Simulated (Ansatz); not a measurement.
## Al48N48: single-point calculation (part 1 of 2)

System: Al48N48 (P1, 96 atoms in the cell).
Method: DFT, PBE, PAW, plane waves (Ansatz 0.2.0).

The structure was built on a prototype by a generator.

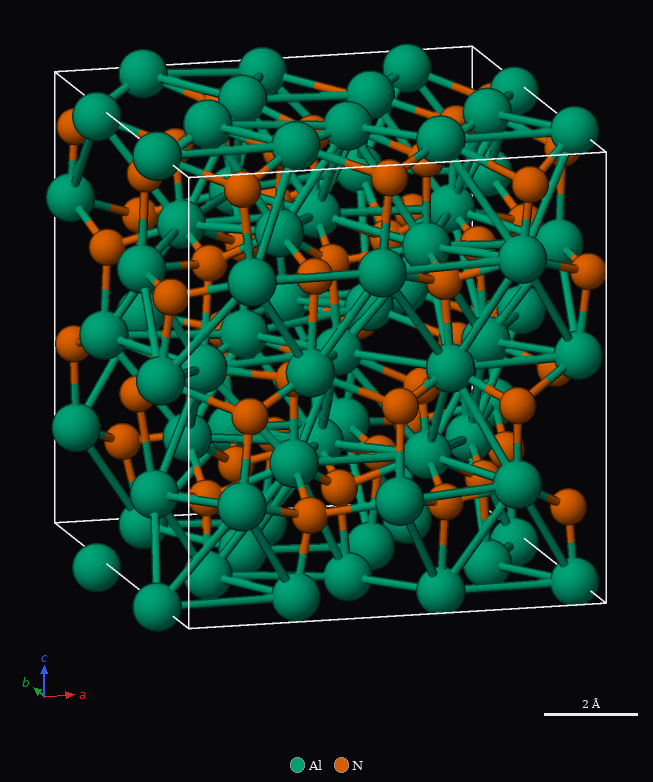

Figure 1. The structure (ball-and-stick view of the cell of the calculation, seen slightly off an axis).

Results in brief

| quantity | value |
| --- | --- |
| outcome | converged |
| space group (tolerance 0.01 Å) | P1 (1) |
| electrons treated | 384 |
| free energy | −44288.7583 eV |
| Fermi energy | 9.234 eV |
| largest force (length of the vector) | 30.933 eV/Å |
| hardware | 1 × NVIDIA GB300, 8 threads of Arm Neoverse-V2, shared host |
| wall time | 3.6 s (CPU time 7.8 s) |
| peak memory | 2.2 GiB |

Notes

The k-point mesh is coarse for a cell of this size, so the results may not be converged.

Input
```yaml
crystal:
  lattice:
    - [9.341448, 0.000000, 0.000000]
    - [0.000000, 10.786575, 0.000000]
    - [0.000000, 0.000000, 9.967057]
  atoms:
    - { symbol: Al, position: [0.155805, 0.087486, 0.240968] }
    - { symbol: Al, position: [0.181174, 0.091307, 0.736918] }
    - { symbol: Al, position: [0.025784, 0.335597, 0.217939] }
    - { symbol: Al, position: [0.998572, 0.347337, 0.716308] }
    - { symbol: Al, position: [0.527342, 0.068550, 0.236889] }
    - { symbol: Al, position: [0.492040, 0.090334, 0.740298] }
    - { symbol: Al, position: [0.360187, 0.335319, 0.267767] }
    - { symbol: Al, position: [0.331564, 0.357842, 0.775526] }
    - { symbol: Al, position: [0.185786, 0.590130, 0.275794] }
    - { symbol: Al, position: [0.170664, 0.585488, 0.749602] }
    - { symbol: Al, position: [0.002985, 0.848913, 0.246338] }
    - { symbol: Al, position: [0.988775, 0.847276, 0.757402] }
    - { symbol: Al, position: [0.815243, 0.085916, 0.253681] }
    - { symbol: Al, position: [0.826555, 0.084665, 0.752968] }
    - { symbol: Al, position: [0.680981, 0.342034, 0.267368] }
    - { symbol: Al, position: [0.679306, 0.340980, 0.729166] }
    - { symbol: Al, position: [0.494741, 0.568014, 0.252833] }
    - { symbol: Al, position: [0.488495, 0.571216, 0.758652] }
    - { symbol: Al, position: [0.369977, 0.833688, 0.227244] }
    - { symbol: Al, position: [0.368331, 0.816765, 0.759115] }
    - { symbol: Al, position: [0.860954, 0.586732, 0.238124] }
    - { symbol: Al, position: [0.811659, 0.572468, 0.751473] }
    - { symbol: Al, position: [0.646588, 0.847841, 0.223219] }
    - { symbol: Al, position: [0.681131, 0.849922, 0.781713] }
    - { symbol: Al, position: [0.989497, 0.175866, 0.508887] }
    - { symbol: Al, position: [0.975395, 0.158361, 0.011703] }
    - { symbol: Al, position: [0.339514, 0.148839, 0.512995] }
    - { symbol: Al, position: [0.308371, 0.160052, 0.015436] }
    - { symbol: Al, position: [0.161172, 0.395990, 0.475004] }
    - { symbol: Al, position: [0.173222, 0.396809, 0.015446] }
    - { symbol: Al, position: [0.007105, 0.654288, 0.496882] }
    - { symbol: Al, position: [0.990538, 0.655899, 0.981671] }
    - { symbol: Al, position: [0.682151, 0.170785, 0.499061] }
    - { symbol: Al, position: [0.658118, 0.168652, 0.006609] }
    - { symbol: Al, position: [0.486370, 0.401747, 0.493370] }
    - { symbol: Al, position: [0.508181, 0.395405, 0.993575] }
    - { symbol: Al, position: [0.340552, 0.648465, 0.481955] }
    - { symbol: Al, position: [0.346547, 0.676411, 0.994959] }
    - { symbol: Al, position: [0.178837, 0.912929, 0.475063] }
    - { symbol: Al, position: [0.184950, 0.916975, 0.004612] }
    - { symbol: Al, position: [0.850103, 0.431600, 0.489666] }
    - { symbol: Al, position: [0.853005, 0.428572, 0.995838] }
    - { symbol: Al, position: [0.657733, 0.703349, 0.512732] }
    - { symbol: Al, position: [0.649921, 0.669490, 0.989006] }
    - { symbol: Al, position: [0.532777, 0.943493, 0.477445] }
    - { symbol: Al, position: [0.475397, 0.930456, 0.989649] }
    - { symbol: Al, position: [0.803761, 0.902248, 0.496393] }
    - { symbol: Al, position: [0.818974, 0.921994, 0.979737] }
    - { symbol: N, position: [0.960604, 0.158949, 0.178445] }
    - { symbol: N, position: [0.011093, 0.166102, 0.695535] }
    - { symbol: N, position: [0.339847, 0.152698, 0.195861] }
    - { symbol: N, position: [0.354464, 0.163849, 0.722242] }
    - { symbol: N, position: [0.175932, 0.416390, 0.181776] }
    - { symbol: N, position: [0.190495, 0.439015, 0.696164] }
    - { symbol: N, position: [0.972990, 0.661776, 0.186667] }
    - { symbol: N, position: [0.016459, 0.657804, 0.690181] }
    - { symbol: N, position: [0.662547, 0.147931, 0.209139] }
    - { symbol: N, position: [0.667482, 0.171070, 0.691990] }
    - { symbol: N, position: [0.488193, 0.396993, 0.191696] }
    - { symbol: N, position: [0.474779, 0.411775, 0.688666] }
    - { symbol: N, position: [0.328814, 0.670337, 0.188467] }
    - { symbol: N, position: [0.348661, 0.678478, 0.673812] }
    - { symbol: N, position: [0.138735, 0.925962, 0.189643] }
    - { symbol: N, position: [0.177311, 0.915747, 0.691638] }
    - { symbol: N, position: [0.835836, 0.405544, 0.190885] }
    - { symbol: N, position: [0.832439, 0.433416, 0.703522] }
    - { symbol: N, position: [0.664753, 0.648865, 0.199012] }
    - { symbol: N, position: [0.692358, 0.671721, 0.670251] }
    - { symbol: N, position: [0.498644, 0.915616, 0.185639] }
    - { symbol: N, position: [0.499907, 0.911596, 0.702084] }
    - { symbol: N, position: [0.826985, 0.913870, 0.198253] }
    - { symbol: N, position: [0.823504, 0.895912, 0.667360] }
    - { symbol: N, position: [0.181340, 0.106969, 0.434896] }
    - { symbol: N, position: [0.159899, 0.096069, 0.942507] }
    - { symbol: N, position: [0.986287, 0.336227, 0.442344] }
    - { symbol: N, position: [0.006277, 0.343890, 0.926879] }
    - { symbol: N, position: [0.539246, 0.100795, 0.438806] }
    - { symbol: N, position: [0.506743, 0.078651, 0.952545] }
    - { symbol: N, position: [0.362660, 0.346440, 0.452438] }
    - { symbol: N, position: [0.327872, 0.333476, 0.960848] }
    - { symbol: N, position: [0.197849, 0.588011, 0.421661] }
    - { symbol: N, position: [0.159779, 0.597577, 0.919372] }
    - { symbol: N, position: [0.993333, 0.837546, 0.435364] }
    - { symbol: N, position: [0.995388, 0.833483, 0.917737] }
    - { symbol: N, position: [0.813166, 0.078130, 0.430209] }
    - { symbol: N, position: [0.843204, 0.078091, 0.918580] }
    - { symbol: N, position: [0.674528, 0.362747, 0.415018] }
    - { symbol: N, position: [0.676572, 0.333649, 0.924997] }
    - { symbol: N, position: [0.483155, 0.590705, 0.434829] }
    - { symbol: N, position: [0.484480, 0.582595, 0.934462] }
    - { symbol: N, position: [0.350695, 0.838980, 0.446822] }
    - { symbol: N, position: [0.341980, 0.832207, 0.943207] }
    - { symbol: N, position: [0.827357, 0.578347, 0.457357] }
    - { symbol: N, position: [0.827211, 0.581065, 0.936555] }
    - { symbol: N, position: [0.673810, 0.828925, 0.449985] }
    - { symbol: N, position: [0.673111, 0.791731, 0.952955] }
kpoints:
  mp_grid: { grid: [1, 1, 1] }
hamiltonian:
  xc: pbe
scf:
  occupations: { method: fermi_dirac, width: 0.01 }
output:
  forces: true
  eigenvalues: true
  populations: true
  eigenstates: { kpoints: [[0, 0, 0]], e_range: [-6.0, 6.0], localisation: true }
```

Log
```
Pseudopotentials: kind: paw
Functional definition: PBE
  parameter kappa = 0.804
  parameter beta = 0.06672455060314922
  exchange = pbe_x(kappa = kappa, mu = beta*pi^2/3)
  correlation = pbe_c(beta = beta)
Crystal: 96 atoms, lattice volume = 1004.303 Å³
Basis set: ecut = 420 eV, 19611 PW (Γ), exchange–correlation on 128×150×144 points (8 copies of the dense FFT grid, shifted against one another)
Bands: 288, of which v1, the nominal top of the filled ones, is band 192 counted from 1 (191 counted from 0)
Symmetry: 1 space group operations
Space group: P1 (ITA 1), of the structure as read, at distance tolerance 1.0e-4 Å
k-points: 1
Non-local potential: Al, projectors of the file, l = 0: 2, l = 1: 2, l = 2: 1
Non-local potential: N, projectors of the file, l = 0: 2, l = 1: 2, l = 2: 1
PAW form: soft (Blöchl's): semilocal exchange-correlation on the pseudo side does not see the compensation charge
PAW one-centre angular grid: Al, 110 points (default); XC on 64 Gauss nodes
PAW one-centre angular grid: N, 110 points (default); XC on 64 Gauss nodes
Initial density: superposition of atomic densities (neutral atoms: chi_scale 0, normalization atom), corrected by the library's trained network
Initial wavefunctions: pseudopotential atomic-orbital guess
Functional: x = pbe(κ = 0.804, μ = 0.2195149727645171), c = pbe(β = 0.06672455060314922)
SCF iter   1: F=—  HF=-44288.911563 eV  |F-HF|=—  |Δ(HF+E_count)|=         —  Δρ=4.85e-3  dr2=7.15e-1  ethr=1.77e-3  ⟨swp⟩=6.0  Hψ=1327  notcnv=0  defer=45
preconditioner: auto → Resta (q_TF=auto, 2.324 Å⁻¹)  ε∞=4.3  [insulator: Δε(μ)=2.100 eV  Ē_g=12.603 eV  σ=0.010 eV  W_gap=1.00  n_scr=218 (ndim 8)  ℏωp=23.0 eV  f_vac=0.000  D(μ)=0.00/eV (n_scr^D=0)  ε∞_Penn≈4.3]
SCF iter   2: F=—  HF=-44288.810846 eV  |F-HF|=—  |Δ(HF+E_count)|=   1.01e-1  Δρ=2.32e-3  dr2=2.42e-1  ethr=1.86e-4  ⟨swp⟩=2.0  Hψ=335  notcnv=0  defer=89
SCF iter   3: F=—  HF=-44288.760597 eV  |F-HF|=—  |Δ(HF+E_count)|=   5.02e-2  Δρ=6.29e-4  dr2=1.42e-2  ethr=6.30e-5  ⟨swp⟩=2.0  Hψ=292  notcnv=0  defer=92
SCF iter   4: F=—  HF=-44288.758000 eV  |F-HF|=—  |Δ(HF+E_count)|=   2.60e-3  Δρ=2.33e-4  dr2=7.93e-4  ethr=3.71e-6  ⟨swp⟩=3.0  Hψ=481  notcnv=0  defer=92
SCF iter   5: F=—  HF=-44288.757274 eV  |F-HF|=—  |Δ(HF+E_count)|=   7.26e-4  Δρ=5.91e-5  dr2=4.30e-5  ethr=2.07e-7  ⟨swp⟩=2.0  Hψ=342  notcnv=0  defer=92
SCF iter   6: F=—  HF=-44288.758330 eV  |F-HF|=—  |Δ(HF+E_count)|=   1.06e-3  Δρ=1.91e-5  dr2=4.28e-6  ethr=1.12e-8  ⟨swp⟩=2.0  Hψ=388  notcnv=0  defer=92
SCF iter   7: F=—  HF=-44288.758330 eV  |F-HF|=—  |Δ(HF+E_count)|=   1.47e-7  Δρ=4.98e-6  dr2=3.34e-7  ethr=1.11e-9  ⟨swp⟩=2.0  Hψ=342  notcnv=0  defer=92
SCF iter   8: F=-44288.758330 eV  HF=-44288.758330 eV  |F-HF|=1.61e-8  |Δ(HF+E_count)|=   4.53e-8  Δρ=1.61e-6  dr2=2.60e-8  ethr=2.60e-11  ⟨swp⟩=15.0  Hψ=1832  notcnv=0
SCF 1 converged in 8 iterations: F = -44288.758330 eV  dr2 = 2.60e-8
  greatest PAW one-centre occupation: 0.826 electrons in one spin orbital (limit 2), on the N atom at site 94 (counted from 0), in its partial waves of l = 0
NSCF: frozen V_eff on 1 k-points
SCF converged after 8 iterations
Free energy (F): -44288.758330 eV
Harris-Foulkes:  -44288.758330 eV  (|F-HF|=1.61e-8)
Internal energy: -44288.758330 eV  (E = F + TS)
E sigma→0 (E₀):  -44288.758330 eV
Fermi energy:    9.234048 eV
--- Per-component energies (eV) ---
  E_band       = 704.250230
  E_kinetic    = 7744.167709
  E_local      = -11298.594288  (includes V_loc(G=0)·N_el)
  E_nonlocal   = 2727.639855
  E_hartree    = 3935.785629
  E_xc         = -4901.867353
  E_vxc        = -5197.047106  (∫ρ·V_xc dr)
  E_paw        = -28594.157559  (= ΣΔE_a)
  E_vpaw       = -1143.484625  (= ΣTr[D̂ρ^β])
  E_aug_tail   = 0.004715  (compensation charges beyond the density's cutoff)
  E_ewald      = -13901.737038
  E_smearing   = -0.000000  (= −TS)
  E_closure    = 0.000000  (closes the sum)
  Σ components = -44288.758330   (vs F -44288.758330, Δ=0.00e0)
```
